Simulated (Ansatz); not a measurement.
System: Tm.

Input

```
crystal:
  lattice: { a: 3.94109989, b: 3.94109989, c: 3.94109989, alpha: 90.0, beta: 90.0, gamma: 90.0 }
  space_group: 229
  setting: { hermann_mauguin: Im-3m }
  reduce_to_primitive: true
  atoms:
    - { symbol: Tm, position: [0.0, 0.0, 0.0], spin: 2.0 }
kpoints:
  mp_grid: { grid: [10, 10, 10] }
scf:
  occupations: { method: fermi_dirac, width: 0.15 }
hamiltonian:
  xc: lda
  pseudopotentials: { kind: all_electron, datasets: crystal }
magnetization:
  spin_polarized: true
output:
  forces: true
  stress: true
  eigenvalues: true
  efg: {}
  elf: true
  volumetric_format: npy
```

Run with:

```sh
ansatz run input.yaml --threads 2 --pin off --max-ram 6144MiB --backend cpu --events-out ev --progress --plain --runs-dir out
```

Below, planes, directions and counts refer to the conventional cell (a = 3.94 Å, b = 3.94 Å, c = 3.94 Å, α = 90.00°, β = 90.00°, γ = 90.00°).

Space group Im-3m; a structure from a database of computed crystals, not necessarily the ambient phase; the SCF solution may not be the lowest one; site moments Tm: +1.2 μB (×2) in one cell of 2 atoms (parallel main moments, as they must be, since the calculation's own cell holds one magnetic site); no Hubbard U on the f states and no spin–orbit coupling; spin-polarised.

Computed with Kohn-Sham DFT of a periodic cell, LDA, all-electron PAW datasets made for the crystal in Ansatz 0.2.0.

**What can the converged electron localisation function tell about the bonding?**

Tm–Tm (3.41 Å): the ELF is about 0.10 at the midpoint: no shared electron pair shows on this line.

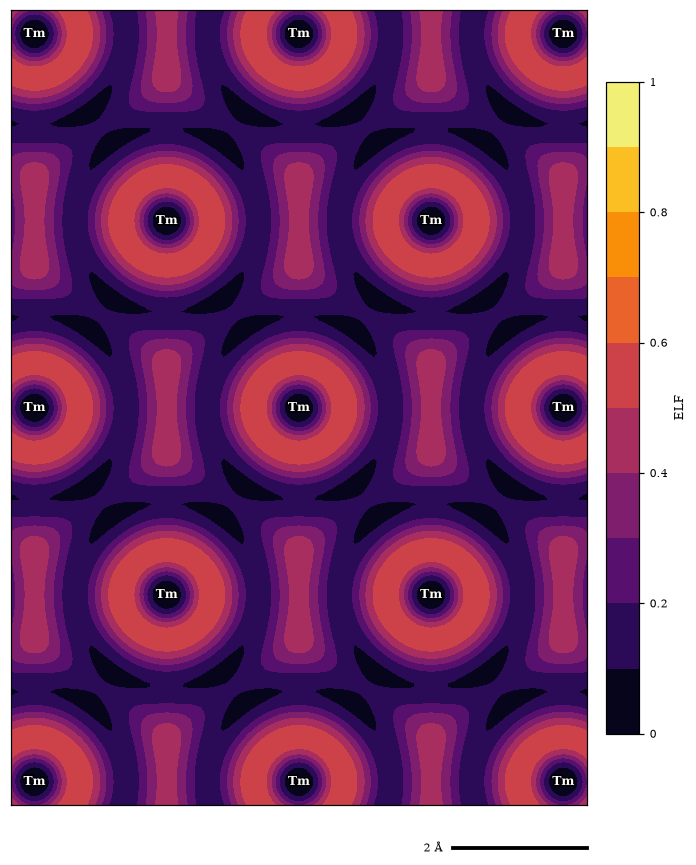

Computed electron localisation function on the (011̄) plane of the conventional cell. 
